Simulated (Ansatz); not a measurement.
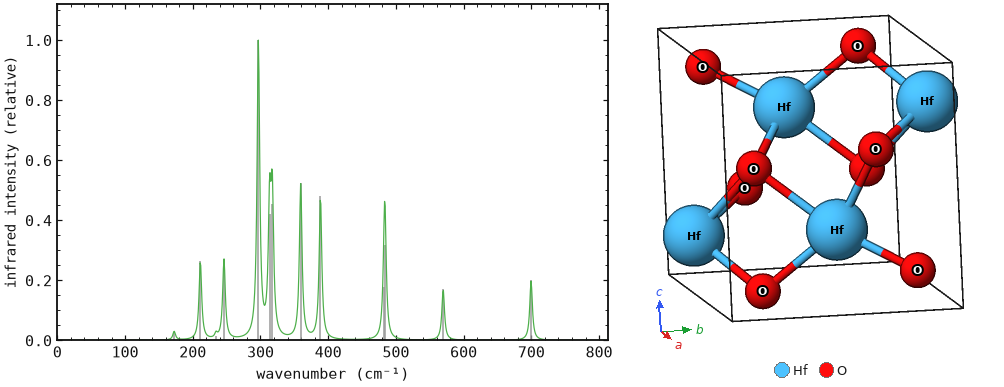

The figure shows the infrared spectrum of the zone-centre phonons for HfO₂, space group P2_1/c (No. 14). Lines are broadened by Lorentzians of 4.6 cm⁻¹ full width; the spectrum is scaled to its strongest line. These are zero-field (TO) frequencies; inactive modes don't show. The conventional cell is drawn beside the plot.

Starting cell:
```
CELL_PARAMETERS angstrom
5.16125 0.00000 -0.01582
0.00000 5.21172 0.00000
-0.88204 0.00000 5.27923
ATOMIC_POSITIONS crystal
Hf 0.27574 0.04289 0.20837
Hf 0.72426 0.54289 0.29163
Hf 0.72426 0.95711 0.79163
Hf 0.27574 0.45711 0.70837
O 0.44917 0.75720 0.47662
O 0.55083 0.25720 0.02338
O 0.55083 0.24280 0.52338
O 0.44917 0.74280 0.97662
O 0.06711 0.32857 0.34850
O 0.93289 0.82857 0.15150
O 0.93289 0.67143 0.65150
O 0.06711 0.17143 0.84850
```

Computed with Ansatz 0.2.0: infrared-active and silent optical phonons at the zone centre of an insulator with atoms at rest in the given cell, intensity summed over the level, zero macroscopic field, imaginary frequencies are negative, field response on a mesh refined by the program; PAW. Level: PBE, no spin polarisation.

- wave cutoff: 420 eV
- k mesh: 6×6×6
- occupations: fixed
- pressure: 0 GPa

**Which are the strongest infrared lines?**

The strongest infrared line is at 296.9 cm⁻¹, followed by 359.4 (52 % of it), 388.6 (48 % of it) and 317.4 (45 % of it).
